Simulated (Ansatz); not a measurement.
Geometry relaxation of Ga2O3 (part 2 of 2)

The same run, continued: Ga2O3 (C2/m, 10 atoms in the cell); DFT LDA, scalar-relativistic, plane waves, PAW, no spin polarisation (Ansatz 0.2.0); cutoff 420 eV, 10×10×6 k-mesh, Gaussian smearing of 0.02 eV. The structure derives from a Materials Project entry.

Geometry of the input (Å; fractional positions):
```
6.1402  -1.5238  0.0000
6.1402  1.5238  0.0000
-1.3841  0.0000  5.6503
Ga 0.3412  0.3412  0.6853
Ga 0.6588  0.6588  0.3147
Ga 0.9095  0.9095  0.2052
Ga 0.0905  0.0905  0.7948
O  0.5035  0.5035  0.7433
O  0.4965  0.4965  0.2567
O  0.8266  0.8266  0.4368
O  0.1734  0.1734  0.5632
O  0.1645  0.1645  0.1092
O  0.8355  0.8355  0.8908
```

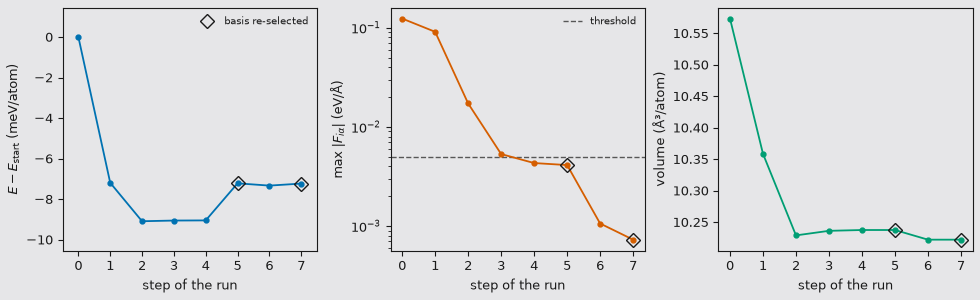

Fig. 1: Progress of the relaxation, step by step (the first geometry is step 0 here and step 1 in the log).

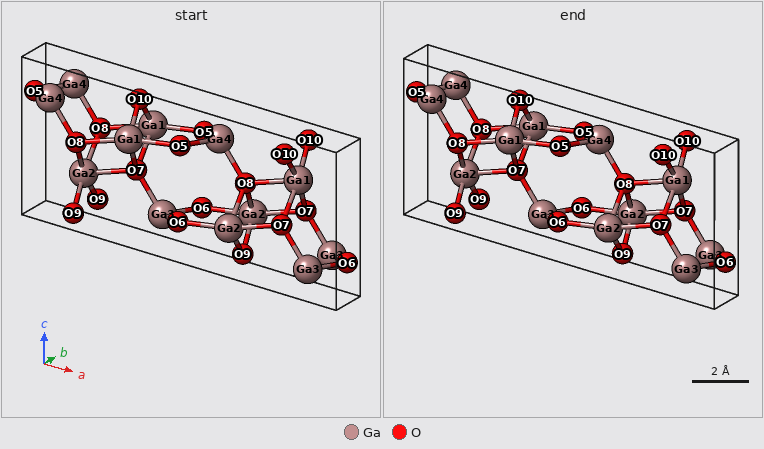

Fig. 2: Before (left) and after (right) the relaxation, at one scale (ball-and-stick view of the cell 2 times as large as that of the calculation, set on its symmetry axes, seen slightly off an axis). The largest moves relative to the cell, 0.014 Å, are those of O9 and O10. Largest moves by element: O 0.014 Å, Ga 0.003 Å. The drawn cell changes as follows: a 12.280 → 12.135 Å (−1.2 %), b 3.048 → 3.016 Å (−1.0 %), c 5.817 → 5.751 Å (−1.1 %); the volume changes by −3.3 %. Among the contacts that change: Ga1–O7 2.079 → 2.054 Å, Ga1–O5 1.942 → 1.920 Å, Ga1–O10 1.948 → 1.928 Å, Ga3–O7 1.872 → 1.852 Å. The space group stays C2/m (No. 12). After 5 geometry steps the energy has fallen by 7.3 meV per atom. The largest force component goes from 0.12 to 0.00073 eV/Å. Pressure: −6.55 GPa at the start and −0.01 GPa at the end. 1 further SCF at an unchanged geometry re-selected the plane-wave basis for the new cell. The energy change given includes the shifts at the re-selections in mid-walk, which come without any move. A last SCF at the same geometry on a re-selected plane-wave basis shifts the energy by +0.1 meV per atom. (Atoms are counted from 1 in the order of the input.)

```
basis re-selected at this cell: Δ(F+E_penalty+E_count) = +1.006e-3 eV, ΔP = -0.008 GPa vs the last step (what re-selecting the basis moved, of the pressure what is left beyond the Pulay correction that the steps carried, after the strain that the cell walked since its last selection, with what the two solves' SCF thresholds leave and, on support functions, any second-order correction that the steps lacked; it is no measure of the basis error at this ecutwfc). This SCF's stress stands 2.23e-2 GPa from its target on what of the cell is left free (relax.cell.stress_tol is 5.00e-2 GPa) and its largest allowed force component is 7.30e-4 eV/Å (relax.f_tol is 5.00e-3 eV/Å): within both
SCF converged after 6 iterations
Free energy (F): -18163.903847 eV
Harris-Foulkes:  -18163.903847 eV  (|F-HF|=7.28e-12)
Internal energy: -18163.903847 eV  (E = F + TS)
E sigma→0 (E₀):  -18163.903847 eV
Fermi energy:    9.398155 eV
--- Per-component energies (eV) ---
  E_band       = -100.598217
  E_kinetic    = 1518.108105
  E_local      = -9010.018990  (includes V_loc(G=0)·N_el)
  E_nonlocal   = 2040.472465
  E_hartree    = 4039.578444
  E_xc         = -705.098328
  E_vxc        = -788.625681  (∫ρ·V_xc dr)
  E_paw        = -8572.141097  (= ΣΔE_a)
  E_vpaw       = -1939.705409  (= ΣTr[D̂ρ^β])
  E_aug_tail   = 0.014608  (compensation charges beyond the density's cutoff)
  E_ewald      = -7482.314502
  E_core_change = 7.495449  (= ΣΔE_core)
  E_smearing   = -0.000000  (= −TS)
  E_closure    = 0.000000  (closes the sum)
  Σ components = -18163.903847   (vs F -18163.903847, Δ=0.00e0)
--- Forces (eV/Å), atoms counted from 1 ---
  atom   1  Ga    -0.00033147    -0.00000000     0.00067115
  atom   2  Ga     0.00033147     0.00000000    -0.00067115
  atom   3  Ga     0.00072971    -0.00000000    -0.00062082
  atom   4  Ga    -0.00072971     0.00000000     0.00062082
  atom   5  O     -0.00005559    -0.00000000     0.00026626
  atom   6  O      0.00005559     0.00000000    -0.00026626
  atom   7  O     -0.00023158    -0.00000000     0.00050555
  atom   8  O      0.00023158     0.00000000    -0.00050555
  atom   9  O     -0.00029559    -0.00000000     0.00029314
  atom  10  O      0.00029559     0.00000000    -0.00029314
  max |Σ_I F_I| component: 5.42e-20 eV/Å
--- Stress (GPa, compression-positive) ---
       -0.016329       0.000000      -0.007063
        0.000000      -0.012982       0.000000
       -0.007063       0.000000      -0.013887
  P = ⅓ Tr σ = -0.0144 GPa (-0.144 kbar)
--- Band table (eV; the first three rows and the last of 172) ---
  k-point 0: bands = ["-10.7638", "-9.4831", "-9.4697", "-9.3677", "-8.8382", "-8.8381", "-4.8927", "-4.8547", "-4.8487", "-4.8032", "-4.6589", "-4.6441", "-4.6433", "-4.6284", "-4.5747", "-4.4377", "-4.4261", "-4.4248", "-4.3782", "-4.3599", "-4.3387", "-4.3381", "-4.2766", "-4.1807", "-4.0076", "-3.9706", "0.9218", "2.0299", "3.2953", "3.8064", "4.4808", "5.3975", "5.4517", "5.8511", "6.0956", "6.2127", "6.4306", "6.5100", "7.1632", "7.4525", "7.4578", "7.6374", "7.8497", "8.1308", "10.6471", "13.8358", "14.7953", "14.9566", "15.8677", "16.8830", "17.5373", "17.5380", "19.2856", "20.4295"]
  k-point 1: bands = ["-10.7100", "-9.6041", "-9.4691", "-9.3122", "-8.8976", "-8.7902", "-4.8838", "-4.8558", "-4.8495", "-4.8018", "-4.7206", "-4.6581", "-4.6346", "-4.6157", "-4.5625", "-4.4500", "-4.4380", "-4.4235", "-4.4046", "-4.3454", "-4.3375", "-4.3302", "-4.2756", "-4.1584", "-4.0999", "-3.8276", "1.0503", "2.1628", "3.1351", "3.8508", "4.5365", "5.3722", "5.5922", "5.8173", "6.0362", "6.1420", "6.3254", "6.4957", "7.0154", "7.4651", "7.4710", "7.5307", "7.7857", "7.9055", "11.1204", "13.9735", "14.7819", "14.9766", "15.7269", "16.9042", "17.2171", "17.8669", "19.5355", "20.6015"]
  k-point 2: bands = ["-10.5707", "-9.8207", "-9.4808", "-9.2366", "-8.9408", "-8.7786", "-4.8626", "-4.8573", "-4.8514", "-4.7948", "-4.7919", "-4.7139", "-4.6112", "-4.5831", "-4.5607", "-4.4786", "-4.4690", "-4.4262", "-4.4101", "-4.3610", "-4.3353", "-4.3005", "-4.2740", "-4.1646", "-4.1138", "-3.6873", "1.4242", "2.3993", "2.8192", "3.8156", "4.7578", "5.4304", "5.4678", "5.8153", "6.0013", "6.0896", "6.1876", "6.5246", "6.7378", "6.9586", "7.4812", "7.5249", "7.6179", "7.8569", "12.0631", "13.8632", "14.7676", "15.1405", "15.7662", "16.2885", "17.6652", "18.0017", "19.8743", "20.1296"]
  k-point 171: bands = ["-10.3265", "-9.8548", "-9.6649", "-9.3395", "-9.0045", "-8.7211", "-4.8691", "-4.8632", "-4.8610", "-4.8411", "-4.7950", "-4.7934", "-4.6462", "-4.5862", "-4.5845", "-4.5566", "-4.4977", "-4.4906", "-4.4060", "-4.4033", "-4.3324", "-4.3217", "-4.2713", "-4.2385", "-3.6639", "-3.4513", "2.2634", "2.5772", "2.8033", "3.3643", "4.3675", "4.8570", "5.0675", "5.3500", "5.6554", "5.8829", "6.2741", "6.8513", "7.2499", "7.4171", "7.4737", "7.5331", "7.5371", "8.1333", "13.4196", "13.4943", "14.4650", "14.7450", "15.0463", "15.6164", "17.8317", "18.3170", "19.8337", "20.1959"]
--- Relaxed structure (6 steps of the walk, 6 accepted, 2 SCFs on fresh bases) ---
  F+E_penalty+E_count = -18163.90384676 eV   max|allowed force component| = 7.297e-4 eV/Å   (the final SCF, on the basis selected at the relaxed cell)
  cell:  # Å, volume = 102.2216 Å³
    - [6.067544595210957, -1.5078877429147364, 0.0008036474438809922]
    - [6.067544595210957, 1.5078877429147364, 0.0008036474438810037]
    - [-1.367005118645606, 2.1364798221554602e-17, 5.58620319512704]
  atoms:
    - { symbol: Ga, position: [0.3411147093590844, 0.3411147093590844, 0.6856898545633984] }
    - { symbol: Ga, position: [0.6588852906409155, 0.6588852906409155, 0.3143101454366018] }
    - { symbol: Ga, position: [0.9093038522411354, 0.9093038522411354, 0.20493957156833517] }
    - { symbol: Ga, position: [0.09069614775886468, 0.0906961477588647, 0.7950604284316651] }
    - { symbol: O, position: [0.5035724701253836, 0.5035724701253836, 0.7442034310911184] }
    - { symbol: O, position: [0.496427529874616, 0.496427529874616, 0.25579656890888147] }
    - { symbol: O, position: [0.8269183812533083, 0.8269183812533083, 0.43779766761975275] }
    - { symbol: O, position: [0.1730816187466917, 0.1730816187466917, 0.5622023323802472] }
    - { symbol: O, position: [0.16569391543972145, 0.16569391543972145, 0.10934587613536419] }
    - { symbol: O, position: [0.8343060845602785, 0.8343060845602785, 0.8906541238646359] }
```

### Trajectory as extended XYZ (Å, eV, eV/Å), 8 frames, from step=1 to step=8
```
10
Lattice="6.1402 -1.5238 0.0000 6.1402 1.5238 0.0000 -1.3841 0.0000 5.6503" Properties=species:S:1:pos:R:3:forces:R:3 step=1 energy=-18163.83153 pressure_GPa=-6.55
Ga    3.2411    0.0000    3.8720    0.0207   0.0000   0.0878
Ga    7.6552    0.0000    1.7783   -0.0207   0.0000  -0.0878
Ga   10.8854    0.0000    1.1595    0.1041   0.0000  -0.0202
Ga    0.0110    0.0000    4.4908   -0.1041   0.0000   0.0202
O     5.1547    0.0000    4.2001    0.1217   0.0000   0.0455
O     5.7416    0.0000    1.4502   -0.1217   0.0000  -0.0455
O     9.5468    0.0000    2.4679   -0.0431   0.0000  -0.0098
O     1.3495    0.0000    3.1824    0.0431   0.0000   0.0098
O     1.8691    0.0000    0.6168   -0.1238   0.0000   0.0369
O     9.0272    0.0000    5.0336    0.1238   0.0000  -0.0369
10
Lattice="6.0953 -1.5160 0.0051 6.0953 1.5160 0.0051 -1.3693 0.0000 5.6038" Properties=species:S:1:pos:R:3:forces:R:3 step=2 energy=-18163.90346 pressure_GPa=-2.63
Ga    3.2179    0.0000    3.8468    0.0038   0.0000   0.0129
Ga    7.6034    0.0000    1.7673   -0.0038   0.0000  -0.0129
Ga   10.8073    0.0000    1.1585    0.0171   0.0000   0.0047
Ga    0.0140    0.0000    4.4556   -0.0171   0.0000  -0.0047
O     5.1195    0.0000    4.1723    0.0434   0.0000   0.0423
O     5.7018    0.0000    1.4417   -0.0434   0.0000  -0.0423
O     9.4788    0.0000    2.4613    0.0269   0.0000  -0.0279
O     1.3425    0.0000    3.1527   -0.0269   0.0000   0.0279
O     1.8709    0.0000    0.6138   -0.0910   0.0000  -0.0193
O     8.9505    0.0000    5.0003    0.0910   0.0000   0.0193
10
Lattice="6.0696 -1.5078 0.0016 6.0696 1.5078 0.0016 -1.3667 0.0000 5.5882" Properties=species:S:1:pos:R:3:forces:R:3 step=3 energy=-18163.92243 pressure_GPa=0.11
Ga    3.2015    0.0000    3.8334    0.0060   0.0000  -0.0005
Ga    7.5709    0.0000    1.7580   -0.0060   0.0000   0.0005
Ga   10.7604    0.0000    1.1479   -0.0172   0.0000   0.0044
Ga    0.0121    0.0000    4.4435    0.0172   0.0000  -0.0044
O     5.0938    0.0000    4.1605    0.0003   0.0000   0.0010
O     5.6786    0.0000    1.4309   -0.0003   0.0000  -0.0010
O     9.4404    0.0000    2.4486   -0.0013   0.0000   0.0057
O     1.3321    0.0000    3.1428    0.0013   0.0000  -0.0057
O     1.8636    0.0000    0.6106   -0.0138   0.0000   0.0030
O     8.9088    0.0000    4.9808    0.0138   0.0000  -0.0030
10
Lattice="6.0713 -1.5086 0.0019 6.0713 1.5086 0.0019 -1.3669 0.0000 5.5876" Properties=species:S:1:pos:R:3:forces:R:3 step=4 energy=-18163.92209 pressure_GPa=0.00
Ga    3.2040    0.0000    3.8329    0.0050   0.0000  -0.0002
Ga    7.5718    0.0000    1.7585   -0.0050   0.0000   0.0002
Ga   10.7626    0.0000    1.1489   -0.0037   0.0000   0.0028
Ga    0.0132    0.0000    4.4425    0.0037   0.0000  -0.0028
O     5.0970    0.0000    4.1595   -0.0001   0.0000   0.0023
O     5.6788    0.0000    1.4319    0.0001   0.0000  -0.0023
O     9.4421    0.0000    2.4488    0.0053   0.0000  -0.0019
O     1.3337    0.0000    3.1425   -0.0053   0.0000   0.0019
O     1.8615    0.0000    0.6111   -0.0053   0.0000  -0.0007
O     8.9143    0.0000    4.9803    0.0053   0.0000   0.0007
10
Lattice="6.0717 -1.5085 0.0014 6.0717 1.5085 0.0014 -1.3674 0.0000 5.5882" Properties=species:S:1:pos:R:3:forces:R:3 step=5 energy=-18163.92202 pressure_GPa=0.00
Ga    3.2052    0.0000    3.8324   -0.0043   0.0000  -0.0008
Ga    7.5709    0.0000    1.7584    0.0043   0.0000   0.0008
Ga   10.7627    0.0000    1.1480   -0.0028   0.0000  -0.0010
Ga    0.0133    0.0000    4.4429    0.0028   0.0000   0.0010
O     5.0976    0.0000    4.1594    0.0007   0.0000   0.0001
O     5.6784    0.0000    1.4314   -0.0007   0.0000  -0.0001
O     9.4426    0.0000    2.4480   -0.0002   0.0000  -0.0004
O     1.3335    0.0000    3.1429    0.0002   0.0000   0.0004
O     1.8603    0.0000    0.6115   -0.0009   0.0000  -0.0008
O     8.9158    0.0000    4.9794    0.0009   0.0000   0.0008
10
Lattice="6.0717 -1.5085 0.0014 6.0717 1.5085 0.0014 -1.3674 0.0000 5.5882" Properties=species:S:1:pos:R:3:forces:R:3 step=6 energy=-18163.90373 pressure_GPa=-0.29
Ga    3.2052    0.0000    3.8324   -0.0041   0.0000   0.0003
Ga    7.5709    0.0000    1.7584    0.0041   0.0000  -0.0003
Ga   10.7627    0.0000    1.1480   -0.0029   0.0000  -0.0008
Ga    0.0133    0.0000    4.4429    0.0029   0.0000   0.0008
O     5.0976    0.0000    4.1594    0.0010   0.0000   0.0004
O     5.6784    0.0000    1.4314   -0.0010   0.0000  -0.0004
O     9.4426    0.0000    2.4480    0.0011   0.0000  -0.0015
O     1.3335    0.0000    3.1429   -0.0011   0.0000   0.0015
O     1.8603    0.0000    0.6115   -0.0013   0.0000  -0.0010
O     8.9158    0.0000    4.9794    0.0013   0.0000   0.0010
10
Lattice="6.0675 -1.5079 0.0008 6.0675 1.5079 0.0008 -1.3670 0.0000 5.5862" Properties=species:S:1:pos:R:3:forces:R:3 step=7 energy=-18163.90485 pressure_GPa=-0.01
Ga    3.2021    0.0000    3.8310   -0.0001   0.0000   0.0005
Ga    7.5660    0.0000    1.7569    0.0001   0.0000  -0.0005
Ga   10.7543    0.0000    1.1463    0.0011   0.0000  -0.0006
Ga    0.0138    0.0000    4.4415   -0.0011   0.0000   0.0006
O     5.0936    0.0000    4.1581   -0.0001   0.0000   0.0003
O     5.6745    0.0000    1.4297    0.0001   0.0000  -0.0003
O     9.4363    0.0000    2.4470   -0.0003   0.0000   0.0006
O     1.3318    0.0000    3.1409    0.0003   0.0000  -0.0006
O     1.8612    0.0000    0.6111   -0.0003   0.0000   0.0003
O     8.9069    0.0000    4.9767    0.0003   0.0000  -0.0003
10
Lattice="6.0675 -1.5079 0.0008 6.0675 1.5079 0.0008 -1.3670 0.0000 5.5862" Properties=species:S:1:pos:R:3:forces:R:3 step=8 energy=-18163.90385 pressure_GPa=-0.01
Ga    3.2021    0.0000    3.8310   -0.0003   0.0000   0.0007
Ga    7.5660    0.0000    1.7569    0.0003   0.0000  -0.0007
Ga   10.7543    0.0000    1.1463    0.0007   0.0000  -0.0006
Ga    0.0138    0.0000    4.4415   -0.0007   0.0000   0.0006
O     5.0936    0.0000    4.1581   -0.0001   0.0000   0.0003
O     5.6745    0.0000    1.4297    0.0001   0.0000  -0.0003
O     9.4363    0.0000    2.4470   -0.0002   0.0000   0.0005
O     1.3318    0.0000    3.1409    0.0002   0.0000  -0.0005
O     1.8612    0.0000    0.6111   -0.0003   0.0000   0.0003
O     8.9069    0.0000    4.9767    0.0003   0.0000  -0.0003
```

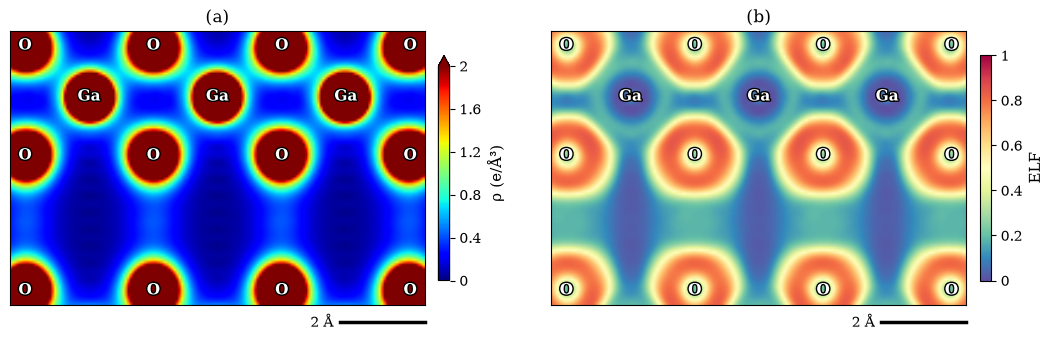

Fig. 3: (a) valence charge density (pseudo); (b) ELF on the (100) plane of the conventional cell. Atoms in the plane: Ga and O. Ga–O (1.93 Å): ρ at the midpoint is about 0.7 e/Å³; the ELF is about 0.35 at the midpoint. Ga–O (2.05 Å): ρ at the midpoint is about 0.53 e/Å³; the ELF is about 0.30 at the midpoint. Away from the nuclei the density in this plane falls to 0.03 e/Å³ at its lowest. In a PAW calculation such maps are meaningful between the atoms, not at the nuclei.

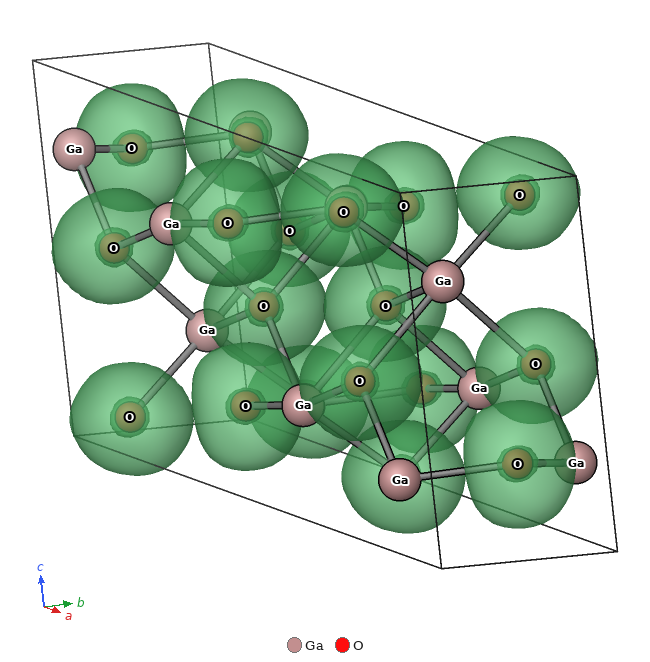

Fig. 4: Isosurface of the ELF at 0.6 (green), seen slightly off an axis. Only the valence region is drawn (cores and ρ < 0.01 e/Å³ removed). Sticks mark near contacts. The outline is the cell set on symmetry axes. Values along the shortest contacts: Ga–O (1.82 Å): the ELF is about 0.40 at the midpoint. Ga–O (1.92 Å): the ELF is about 0.35 at the midpoint.

### Key numbers

- outcome: converged
- space group (tolerance 0.01 Å): C2/m (12)
- electrons treated: 88
- free energy: −18163.9038 eV
- Fermi energy: 9.398 eV
- gap on the k-point mesh: 2.50 eV
- pressure: −0.01 GPa
- final volume: 102.22 Å³
- largest force (length of the vector) at the end: 0.001 eV/Å
- final cell: a = 6.252 Å, b = 6.252 Å, c = 5.751 Å, α = 103.33°, β = 103.33°, γ = 27.91°
- hardware: 8 threads of Intel Xeon @ 2.10GHz (Emerald Rapids), 189 GiB of memory available, shared host
- wall time: 2.2 min (CPU time 11 min)
- peak memory: 1.1 GiB
